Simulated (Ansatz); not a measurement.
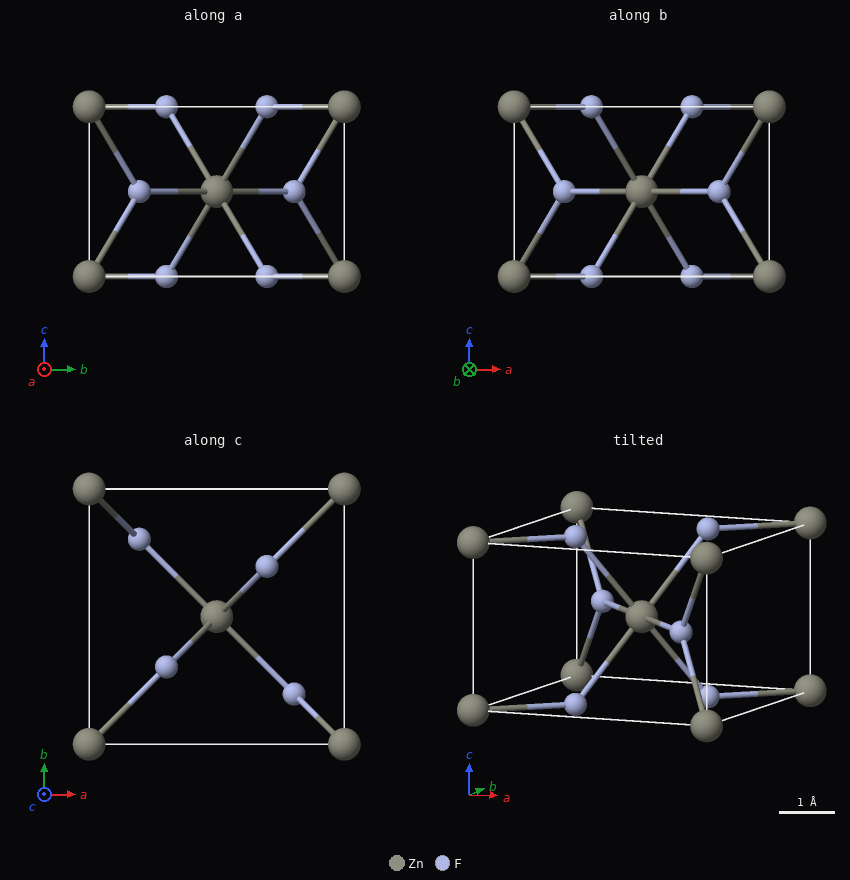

A ball-and-stick rendering, viewed along the a axis, along the b axis, along the c axis and slightly off an axis. Lines trace the edges of the conventional unit cell.

Lattice parameters: a = 4.703 Å, b = 4.703 Å, c = 3.127 Å, α = 90.00°, β = 90.00°, γ = 90.00°.

Write down what is shown as a table of Wyckoff sites, with free fractional coordinates to two decimals.

Answer. Space group P4_2/mnm (No. 136).
```
atom  site     x     y     z
  Zn    2a  0.00  0.00  0.00
   F    4f  0.30  0.30  0.00
```

It goes back to a structure type filled with these elements by a generator (whether the compound takes this form wasn't checked). Earlier steps of the study may have refined or changed the cell and positions. It was the input of a calculation with Ansatz.
